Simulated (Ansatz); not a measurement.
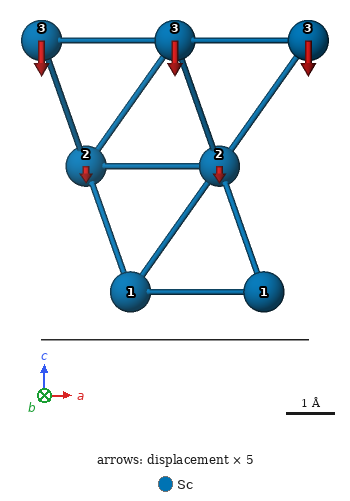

A constrained relaxation of a slab of composition Sc (cut from the Fm-3m phase). The starting structure is drawn; red arrows show the displacements, magnified 5 times.

A ball-and-stick model of the 2 × 2 repeat of the cell, outlined in the plane, without the vacuum, seen along the b axis.

Case: clean slab, lower half held. The slab is the (1 1 1) face of Sc. 1 atoms are held fixed.

These are results of DFT PBEsol, scalar-relativistic, plane waves, PAW in Ansatz 0.2.0, not measurements. Settings: plane-wave cutoff 420 eV; k-point mesh 9 × 9 × 1; occupations gaussian; smearing width 0.1 eV; no spin polarisation; dipole correction; atoms relaxed in a fixed cell; force threshold 0.03 eV/Å; at most 70 steps.

### What happened in the run?

The largest move is that of Sc3, 0.15 Å along the normal (−c). The cell stays as it was. Some distances before and after: Sc2–Sc3 3.219 → 3.155 Å, Sc1–Sc2 3.219 → 3.158 Å. The energy falls by 12.6 meV per cell of the calculation in 1 accepted move (2 points after the start). The largest force component goes from 0.15 to 0.0083 eV/Å. 1 step only repeated the SCF at the same geometry.
